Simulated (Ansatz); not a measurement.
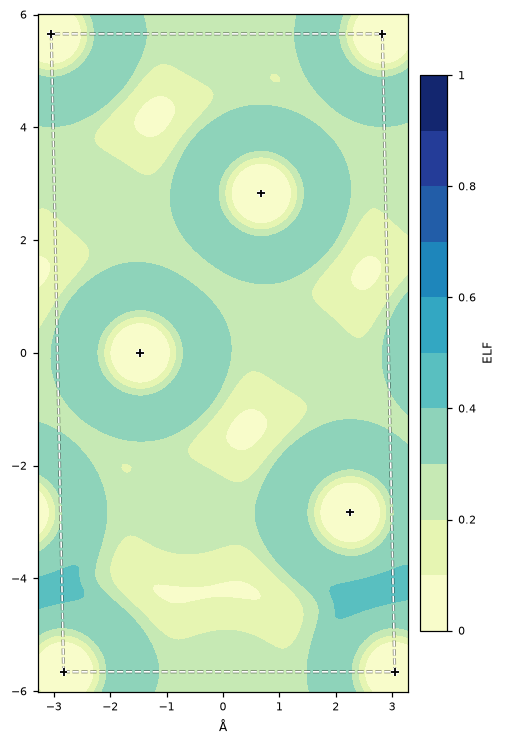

The ELF on a plane through atoms (crosses mark nuclei in the plane).

Method: DFT LDA, scalar-relativistic, plane waves, PAW (Ansatz).

Candidates:
A. SnO, a = 5.35 Å, b = 5.35 Å, c = 5.35 Å, α = 90.00°, β = 90.00°, γ = 90.00°. Space group F-43m; a generated structure, not necessarily the stable one; changed on purpose from its base cell (volume × 1.000 of the coarse rest volume).
B. Sn, a = 5.87 Å, b = 3.45 Å, c = 11.31 Å, α = 90.00°, β = 91.11°, γ = 90.00°. Space group C2/m; a structure from a database of computed crystals, not necessarily the ambient phase; not relaxed (largest force 0.5 eV/Å); computed pressure about −4 GPa in this cell.

Question: Which candidate gave the map?

Answer: Candidate B: Sn on the (010) plane of the conventional cell, which holds Sn. Sn–Sn (2.94 Å): the ELF is about 0.50 at the midpoint.
